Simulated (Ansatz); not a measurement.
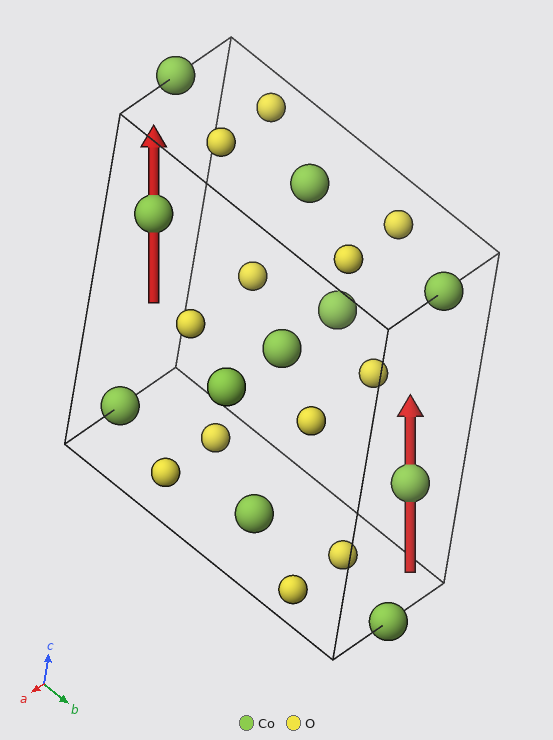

View slightly off an axis, drawn as a spheres-only model. Thin lines show the simulation cell, with boundary atoms drawn in all their periodic places. Arrows are the site magnetic moments above 0.25 μB (those induced on non-metal atoms are left out); longer means larger, and red and blue are up and down (without spin-orbit coupling the axis itself is arbitrary).

This is the state reached for Co3O4. Computational set-up: DFT PBEsol, scalar-relativistic, plane waves, PAW (Ansatz), E_cut = 420 eV, k-grid 10×10×10, Gaussian smearing of 0.01 eV, collinear spins.

> What is the magnetic arrangement?

Ferromagnetic (within this cell). Site moments: 2 Co +2.1 μB. The net spin moment of the whole cell is 6.0 μB, including what lies between the atoms and on sites without an arrow.

The model was built from a structure listed in the Materials Project. Earlier steps of the study, as a rule a relaxation of our own, may have changed the cell and positions, so they can lie some per cent off the listed ones. An electronic-structure calculation with Ansatz was run on it.
